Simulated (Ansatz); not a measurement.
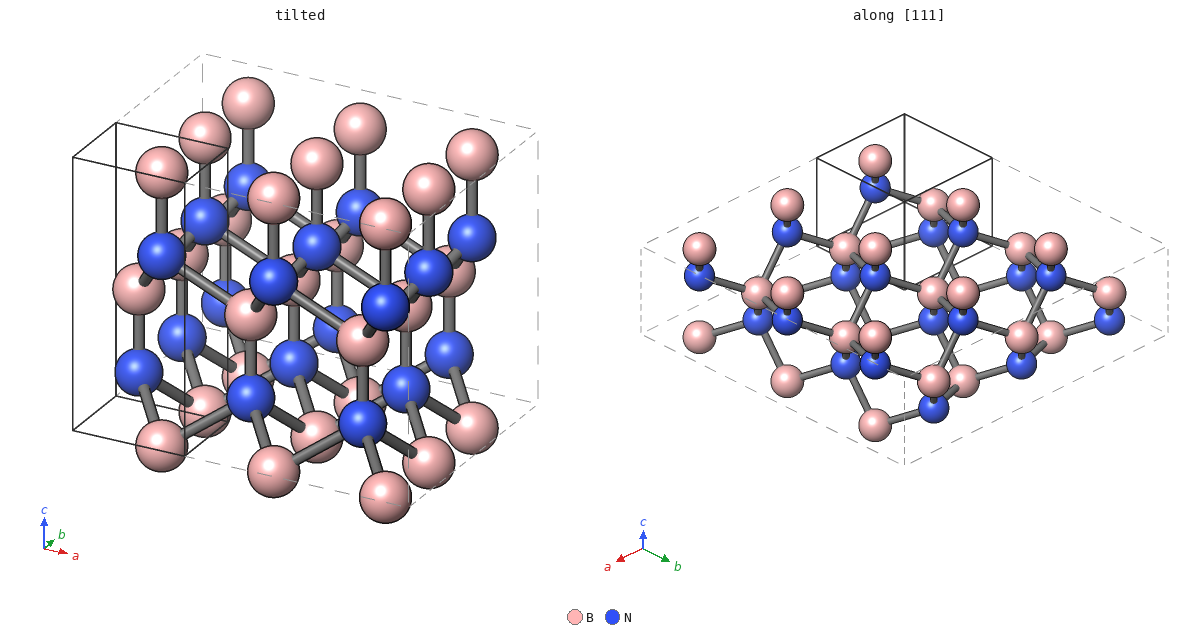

Ball-and-stick drawing of the structure, looking slightly off an axis and along [111]. The structure is repeated 3×3×1 times; solid lines mark one conventional unit cell.

Its composition is BN. Space group P6_3mc (No. 186), lattice primitive hexagonal. Counting shared atoms by their share gives 2 B, 2 N, or 4 atoms. Within bonding distance, the neighbour counts come to B 4 and N 4.

The initial geometry was a structure listed in the Materials Project. The cell was then strained or its atoms displaced on purpose. It went into a calculation with Ansatz.

At this level of theory the cell isn't at rest (stretched, at -24 GPa and forces up to 7.2 eV/Å), so its distances can differ from those at equilibrium, the more so the softer the solid.
